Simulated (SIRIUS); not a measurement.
**A series of single points on Li2S**

System: Li2S (3 atoms in the cell).
Method: Kohn-Sham DFT of a periodic cell, PBEsol, dojo-sr-pbesol-0.4.1-standard, no spin polarisation (SIRIUS 7.12.0).

The 7 runs differ only in the geometry, by an even scaling of the cell at fixed fractional positions. The structure derives from an entry of the Crystallography Open Database.

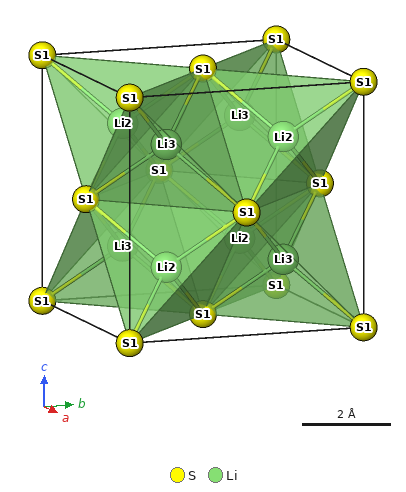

Figure 1. The structure of run 4 (polyhedral view of the cell 4 times as large as that of the calculation, set on its symmetry axes, seen slightly off an axis; polyhedra are completed across the faces of the cell; atoms are numbered from 1 in the order of the input). An atom can appear more than once, as a periodic image.

### Input of run 4
```
{
  "control": {
    "processing_unit": "cpu",
    "verbosity": 2,
    "num_bands_to_print": 13,
    "print_forces": true,
    "print_stress": true
  },
  "parameters": {
    "electronic_structure_method": "pseudopotential",
    "xc_functionals": ["XC_GGA_X_PBE_SOL", "XC_GGA_C_PBE_SOL"],
    "gk_cutoff": 8.7,
    "pw_cutoff": 17.4,
    "ngridk": [8, 8, 8],
    "shiftk": [0, 0, 0],
    "smearing": "fermi_dirac",
    "smearing_width": 0.0018374661,
    "num_bands": 13,
    "num_mag_dims": 0,
    "num_dft_iter": 100,
    "energy_tol": 1e-08,
    "density_tol": 1e-06
  },
  "iterative_solver": {
    "type": "davidson",
    "min_tolerance": 1e-10
  },
  "mixer": {
    "type": "anderson",
    "beta": 0.7,
    "max_history": 8
  },
  "settings": {
    "tol_ne": 1e-10,
    "pseudo_grid_cutoff": 6.5
  },
  "unit_cell": {
    "lattice_vectors": [
      [0.0, 5.375325961498, 5.375325961498],
      [5.375325961498, 0.0, 5.375325961498],
      [5.375325961498, 5.375325961498, 0.0]
    ],
    "atom_coordinate_units": "lattice",
    "atom_types": ["S", "Li"],
    "atom_files": {
      "Li": "Li.json",
      "S": "S.json"
    },
    "atoms": {
      "S": [
        [0.0, 0.0, 0.0]
      ],
      "Li": [
        [0.75, 0.75, 0.75],
        [0.25, 0.25, 0.25]
      ]
    }
  }
}
```

Command:
```bash
upf_to_json Li.upf
upf_to_json S.upf
OMP_NUM_THREADS=1 sirius.scf --input=sirius.json --output=out.json --task=0
```

Run 6 differs from it as follows:
```diff
-      [0.0, 5.375325961498, 5.375325961498],
-      [5.375325961498, 0.0, 5.375325961498],
-      [5.375325961498, 5.375325961498, 0.0]
+      [0.0, 5.446062046554, 5.446062046554],
+      [5.446062046554, 0.0, 5.446062046554],
+      [5.446062046554, 5.446062046554, 0.0]
```

### Results, with one run withheld

```csv
run,volume per atom (Å³),"free energy per atom, from the lowest run given (meV)",pressure (GPa),gap on the mesh (eV)
1,14.423,3.91,2.00,3.17
2,14.730,1.04,0.99,3.19
3,15.037,0.00,0.08,3.21
4,15.344,0.63,−0.74,3.22
5,15.650,2.76,−1.49,3.23
6,15.957,?,?,?
7,16.264,10.99,−2.78,3.26
```

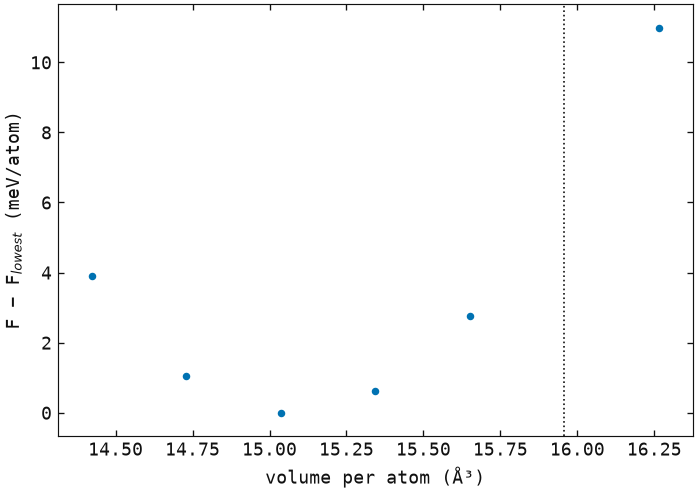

Figure 2. Free energy per atom of the runs given; the dotted line marks run 6.

Estimate the energy of run 6 from the others.

A cubic polynomial in V^(−2/3) (the Birch–Murnaghan form), fitted to the 6 runs given, misses them by under 0.01 meV per atom. With x = V^(−2/3) − 0.16282 Å⁻², it reads F = 0.18935 − 361.41 x + 1.6622e+05 x² − 62875 x³ (meV per atom). At run 6 it gives 6.26 meV per atom, and the run itself gives 6.26. The slope of the fit gives a pressure −dF/dV of −2.16 GPa there, and the run prints −2.17 GPa. The fit has its minimum at 15.070 Å³ per atom, where V d²F/dV² gives 42.2 GPa: the bulk modulus at this level, since symmetry fixes the shape and the positions. The gap on the mesh goes, without turning, from 3.17 eV in run 1 to 3.26 eV in run 7; run 6 has 3.25 eV. These are gaps of this functional on this mesh, which can miss the band edges; they aren't the measured gap.

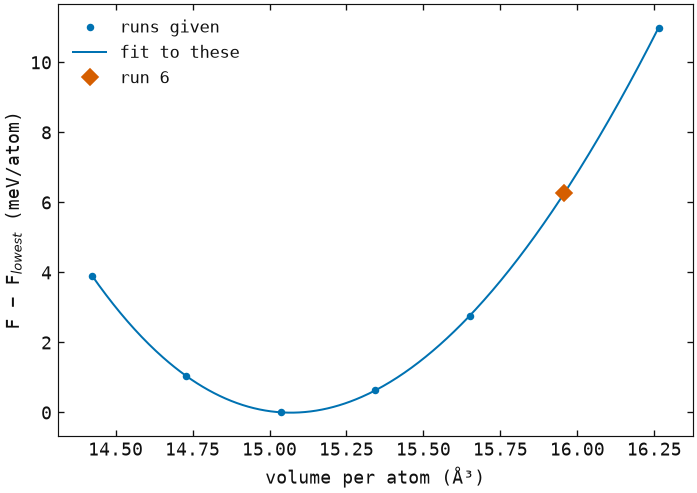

Figure 3. The fit and the withheld run.

### Some lines of the output (run 6)
```
[...]
[find] Total energy                   :     -25.47436275 (Ha),     -50.94872550 (Ry)
[find] Free energy (E-TS)             :     -25.47436275 (Ha),     -50.94872550 (Ry)
[find] band gap (eV)                  :       3.24513625
[find] Efermi                         :       0.13203251
[find] Total energy                   :     -25.47436276 (Ha),     -50.94872552 (Ry)
[find] Free energy (E-TS)             :     -25.47436276 (Ha),     -50.94872552 (Ry)
[find] band gap (eV)                  :       3.24562252
[find] Efermi                         :       0.13203638
[find] band gap (eV)                  :       3.24561988
[find] Efermi                         :       0.13203665
[find] band gap (eV)                  :       3.24564023
[find] Efermi                         :       0.13203680
[find] band gap (eV)                  :       3.24564809
[find] Efermi                         :       0.13203681
```
